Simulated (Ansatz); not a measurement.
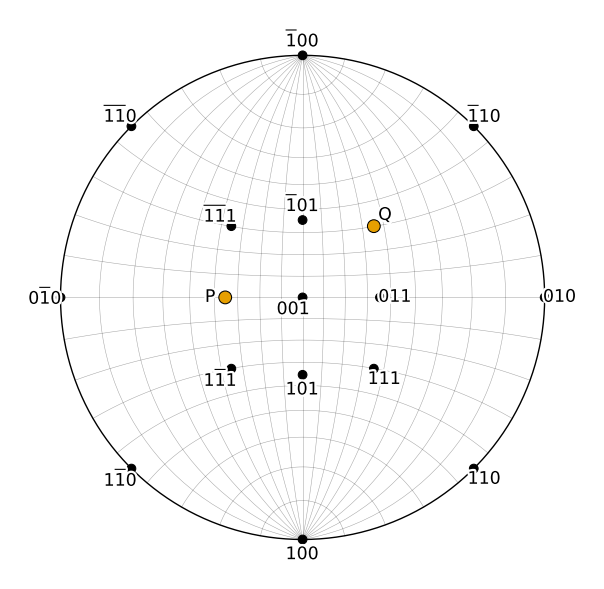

Crystal: PbO2, the end point of a relaxation at fixed volume with DFT PBE, scalar-relativistic, plane waves, PAW in Ansatz 0.2.0. Stereographic projection of plane normals (upper hemisphere) centred on (0 0 1). Symmetry computed with spglib at a tolerance of 0.002 Å; standard conventional cell.

a = 4.790 Å, b = 4.790 Å, c = 3.411 Å, α = 90.00°, β = 90.00°, γ = 90.00°.

> Index the poles marked P, Q.

P is (0 −1 1), 35.5° from the centre; Q is (−1 1 1), 45.2° from the centre.

> What is the angle between the normals of (1 −1 0) and (−1 1 0), and what are their d_hkl = 1/|g|?

180.0°; d = 3.387 Å and 3.387 Å.
